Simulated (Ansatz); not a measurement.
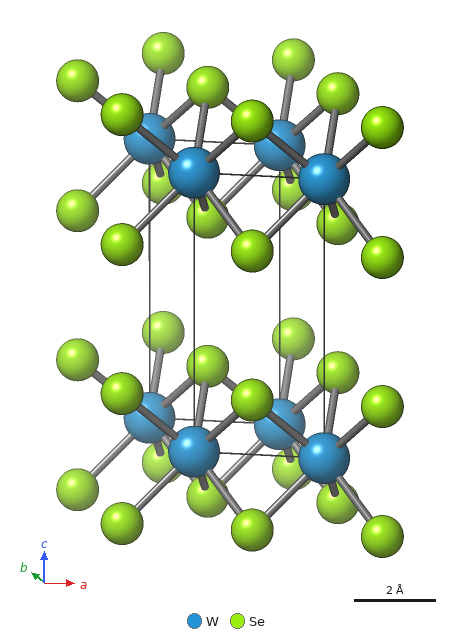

Crystal structure, ball-and-stick style, seen slightly off an axis. Lines trace the edges of the conventional unit cell. Bonds that leave the box are completed with the atoms at their other ends.

WSe₂, space group P-6m2 (No. 187), a = 3.278 Å, b = 3.278 Å, c = 7.184 Å, α = 90.00°, β = 90.00°, γ = 120.00°. Its origin is a structure listed in the Materials Project. The cell was then strained or its atoms displaced on purpose. Ansatz was used for an electronic-structure calculation on it.

This one geometry was computed with Ansatz (DFT, plane waves, PAW) at three levels of theory: PBE, r2SCAN and HSE06.

Q: Which level gives the highest pressure at this volume, and what does that say about its equilibrium volume?

A: Highest: PBE (4.0 GPa), which points to the largest equilibrium volume. Lowest, with the smallest volume: HSE06 (0.1 GPa). Levels within 0.5 GPa of each other can't be told apart.

Q: How does the band gap change with the level of theory?

A: PBE: a gap of 1.36 eV, indirect; r2SCAN: a gap of 1.50 eV, indirect; HSE06: a gap of 1.86 eV, indirect.

Q: Collect the results in a table.

A:
| level | cutoff (eV) | k-mesh of the run's cell | gap (eV) | pressure (GPa) |
| --- | --- | --- | --- | --- |
| PBE | 420 | 12×12×4 | 1.36 | 4.0 |
| r2SCAN | 500 | 12×12×4 | 1.50 | 2.1 |
| HSE06 | 420 | 6×6×4 | 1.86 | 0.1 |

Gaps are taken on the k-mesh or band path of each run.
